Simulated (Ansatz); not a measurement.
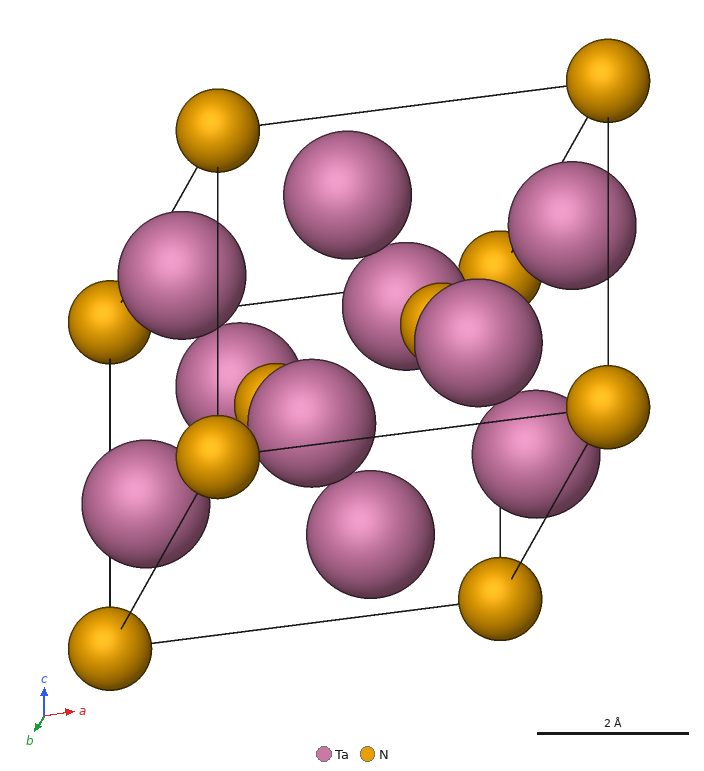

This spheres-only model is shown from a general direction. Atoms at the boundary of the conventional unit cell (the box) are drawn once for each face, edge or corner they touch. Cell: a = 5.371 Å, b = 5.371 Å, c = 5.002 Å, α = 90.00°, β = 90.00°, γ = 120.00°.

It has the composition Ta2N. The structure has P-31m (No. 162) symmetry and a primitive hexagonal lattice. The cell comprises 3 formula units: 6 Ta, 3 N.

The cell started as a structure listed in the Materials Project. It was relaxed at fixed volume with DFT PBEsol, scalar-relativistic, plane waves, PAW in Ansatz.

At this level of theory the run's own cell isn't at rest (stretched, at -16 GPa), so its distances can differ from those at equilibrium, the more so the softer the solid.
